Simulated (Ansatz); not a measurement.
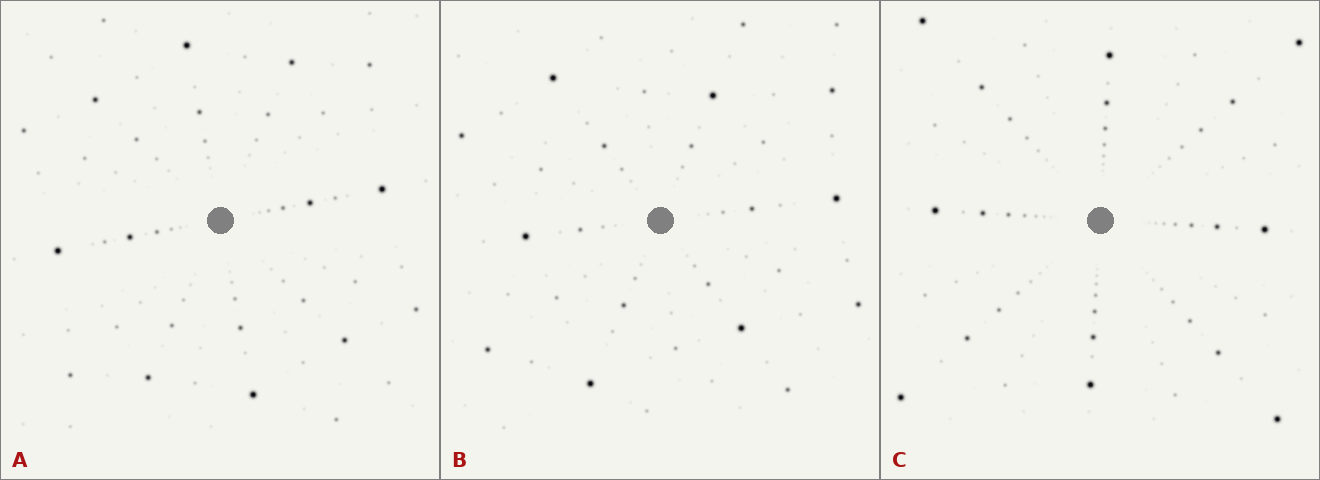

Simulated back-reflection Laue patterns (white X-rays, 0.45 to 2.2 Å, flat plate covering ±45° about the beam, kinematic intensities, seen from the source). Crystal: Co, space group Pm-3m (No. 221), a = 2.377 Å. Structure: the end point of a relaxation with DFT, BLYP, plane waves (420 eV) with PAW, scalar-relativistic in Ansatz 0.2.0; the starting structure was generated, so it need not be a known form of this composition.

Question: The directions [001], [110], [111] point towards the source, in some order. Which is which?

Answer: A: [110], symmetry 2mm (a twofold axis with two mirror lines). B: [111], symmetry 3m (a threefold axis with three mirror lines). C: [001], symmetry 4mm (a fourfold axis with mirror lines). The Laue class is m-3m.
